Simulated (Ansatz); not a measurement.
Li₇Nb₈HO₂₄ (cell with a defect)

The calculation's input:

```
crystal:
  lattice:
    - [-5.1895018689, -2.996160301, 4.6714921906]
    - [5.1895018689, -2.996160301, 4.6714921906]
    - [0.0, 5.9923206019, 4.6714921906]
  atoms:
    - { symbol: Li, position: [0.7816005833, 0.7816005833, 0.2816005833] }
    - { symbol: Li, position: [0.7816005833, 0.2816005833, 0.7816005833] }
    - { symbol: Li, position: [0.2816005833, 0.7816005833, 0.7816005833] }
    - { symbol: Li, position: [0.7816005833, 0.7816005833, 0.7816005833] }
    - { symbol: Li, position: [0.2816005833, 0.2816005833, 0.7816005833] }
    - { symbol: Li, position: [0.2816005833, 0.7816005833, 0.2816005833] }
    - { symbol: Li, position: [0.7816005833, 0.2816005833, 0.2816005833] }
    - { symbol: Nb, position: [0.0004548799, 0.0004548799, 0.0004548799] }
    - { symbol: Nb, position: [0.5004548799, 0.5004548799, 0.0004548799] }
    - { symbol: Nb, position: [0.5004548799, 0.0004548799, 0.5004548799] }
    - { symbol: Nb, position: [0.0004548799, 0.5004548799, 0.5004548799] }
    - { symbol: Nb, position: [0.5004548799, 0.5004548799, 0.5004548799] }
    - { symbol: Nb, position: [0.0004548799, 0.0004548799, 0.5004548799] }
    - { symbol: Nb, position: [0.0004548799, 0.5004548799, 0.0004548799] }
    - { symbol: Nb, position: [0.5004548799, 0.0004548799, 0.0004548799] }
    - { symbol: O, position: [0.5396579553, 0.4157946298, 0.2343069517] }
    - { symbol: O, position: [0.0396579553, 0.9157946298, 0.2343069517] }
    - { symbol: O, position: [0.0396579553, 0.4157946298, 0.7343069517] }
    - { symbol: O, position: [0.5396579553, 0.9157946298, 0.7343069517] }
    - { symbol: O, position: [0.2343069517, 0.5396579553, 0.4157946298] }
    - { symbol: O, position: [0.7343069517, 0.0396579553, 0.4157946298] }
    - { symbol: O, position: [0.7343069517, 0.5396579553, 0.9157946298] }
    - { symbol: O, position: [0.2343069517, 0.0396579553, 0.9157946298] }
    - { symbol: O, position: [0.4157946298, 0.2343069517, 0.5396579553] }
    - { symbol: O, position: [0.9157946298, 0.7343069517, 0.5396579553] }
    - { symbol: O, position: [0.9157946298, 0.2343069517, 0.0396579553] }
    - { symbol: O, position: [0.4157946298, 0.7343069517, 0.0396579553] }
    - { symbol: O, position: [0.7343069517, 0.4157946298, 0.5396579553] }
    - { symbol: O, position: [0.2343069517, 0.9157946298, 0.5396579553] }
    - { symbol: O, position: [0.2343069517, 0.4157946298, 0.0396579553] }
    - { symbol: O, position: [0.7343069517, 0.9157946298, 0.0396579553] }
    - { symbol: O, position: [0.4157946298, 0.5396579553, 0.7343069517] }
    - { symbol: O, position: [0.9157946298, 0.0396579553, 0.7343069517] }
    - { symbol: O, position: [0.9157946298, 0.5396579553, 0.2343069517] }
    - { symbol: O, position: [0.4157946298, 0.0396579553, 0.2343069517] }
    - { symbol: O, position: [0.5396579553, 0.7343069517, 0.4157946298] }
    - { symbol: O, position: [0.0396579553, 0.2343069517, 0.4157946298] }
    - { symbol: O, position: [0.0396579553, 0.7343069517, 0.9157946298] }
    - { symbol: O, position: [0.5396579553, 0.2343069517, 0.9157946298] }
    - { symbol: H, position: [0.1519965387, 0.244158121, 0.3470281379], spin: 2.0 }
  host:
    lattice:
      - [2.5947509344, 1.4980801505, 4.6714921906]
      - [-2.5947509344, 1.4980801505, 4.6714921906]
      - [0.0, -2.996160301, 4.6714921906]
    atoms:
      - { symbol: Li, position: [0.2816005833, 0.2816005833, 0.2816005833] }
      - { symbol: Li, position: [0.7816005833, 0.7816005833, 0.7816005833] }
      - { symbol: Nb, position: [0.0004548799, 0.0004548799, 0.0004548799] }
      - { symbol: Nb, position: [0.5004548799, 0.5004548799, 0.5004548799] }
      - { symbol: O, position: [0.1104436262, 0.3581702772, 0.7211456335] }
      - { symbol: O, position: [0.7211456335, 0.1104436262, 0.3581702772] }
      - { symbol: O, position: [0.3581702772, 0.7211456335, 0.1104436262] }
      - { symbol: O, position: [0.2211456335, 0.8581702772, 0.6104436262] }
      - { symbol: O, position: [0.8581702772, 0.6104436262, 0.2211456335] }
      - { symbol: O, position: [0.6104436262, 0.2211456335, 0.8581702772] }
basis:
  ecutwfc: 420
  xc_grid: 2
kpoints:
  mp_grid: { grid: [2, 2, 2], shift: [0.0, 0.0, 0.0] }
hamiltonian:
  xc: pbe
scf:
  occupations: { method: gaussian, width: 0.01 }
output:
  forces: true
  stress: false
  eigenvalues: true
  populations: true
  charged_corrections: { defect_position: [0.28160058, 0.28160058, 0.28160058] }
  write_density: true
  write_potential: true
  elf: true
  volumetric_format: npy
magnetization:
  spin_polarized: true
relax:
  adjacent_minimum: "off"
  f_tol: 0.025
  max_steps: 60
```

Launched as:

```sh
ansatz run input.yaml --threads 8 --pin off --max-ram 22528MiB --backend cpu --events-out ev --progress --plain --runs-dir out
```

The fields are those of the run's last geometry, not of the input's.

The program warned that a starting moment wasn't kept; spin-polarised, but the moments vanished.

The calculation used DFT PBE, scalar-relativistic, plane waves, PAW (Ansatz).

Core electrons are frozen (PAW), and the valence fields are smoothed inside the atomic spheres.

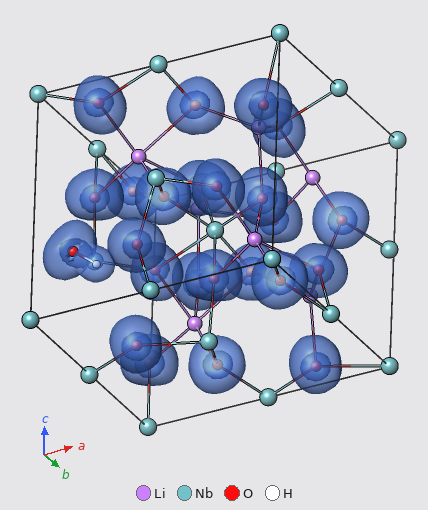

Figure 1. Isosurface of the ELF at 0.75 (blue), seen at an oblique angle. Core shells and regions of very low density are left out. Sticks mark near contacts.

Question: What do the ELF domains correspond to?

Answer: At this value the surface marks out 23 regions wrapped around O (the valence shell of each) and one joined region spread over several atoms (H, O), in which their bonds and any lone pairs are merged, counted in one cell of 40 atoms. Any copies at cell faces, edges or corners count once. Profiles from the grid: O–H (0.98 Å): the ELF climbs to about 1 towards the hydrogen, as it does in any bond to H; a covalent bond by its length. Nb–O (1.85 Å): the ELF peaks at about 0.80 in the valence shell of O, 0.5 Å from its nucleus, and drops to about 0.30 between the two atoms; no shared electron pair shows on this line.

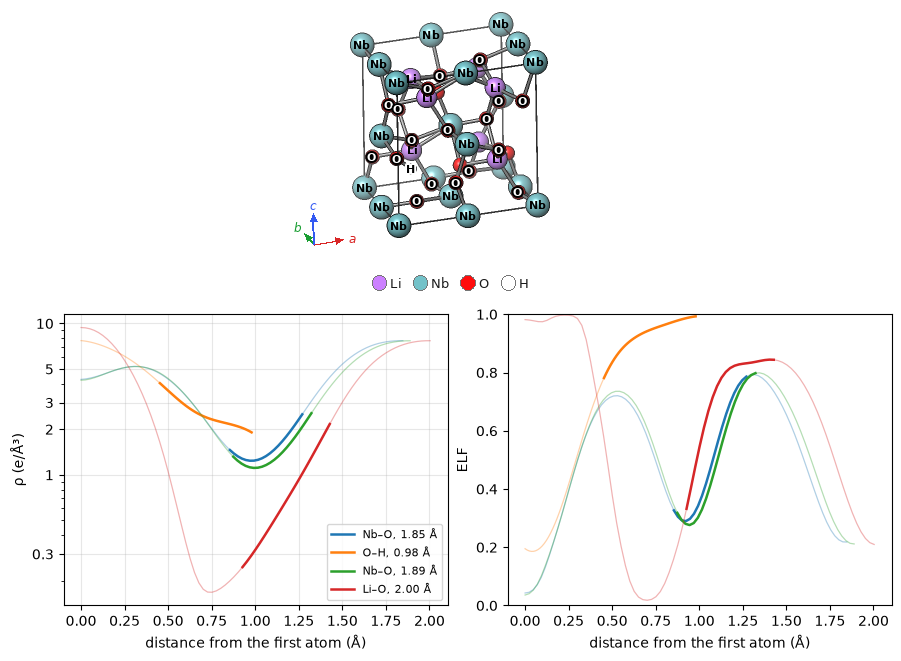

Figure 2. Valence pseudo-density and electron localisation function along straight lines between neighbouring atoms. Thin, pale parts lie inside the atomic spheres. The structure is drawn too.

Question: What can be read from the curves?

Answer: Nb–O (1.85 Å): ρ at the midpoint is about 1.3 e/Å³; the ELF peaks at about 0.80 in the valence shell of O, 0.5 Å from its nucleus, and drops to about 0.30 between the two atoms (no localised pair shows between them).
O–H (0.98 Å): the density is about 3.7 e/Å³ at the midpoint; the ELF climbs to about 1 towards the hydrogen (a covalent bond by its length).
Nb–O (1.89 Å): ρ at the midpoint is about 1.1 e/Å³; the ELF peaks at about 0.80 in the valence shell of O, 0.5 Å from its nucleus, and drops to about 0.30 between the two atoms; no localised pair shows between them.
Li–O (2.00 Å): the density is about 0.32 e/Å³ at the midpoint; the ELF peaks at about 0.85 in the valence shell of O, 0.6 Å from its nucleus, and falls to about 0 next to Li (a closed-shell, largely ionic contact).

Question: Metal or insulator at this level of theory?

Answer: It is gapped, with a Kohn–Sham gap of 3.3 eV on the k-point mesh (the band edges may lie off the mesh, which would make the gap smaller).
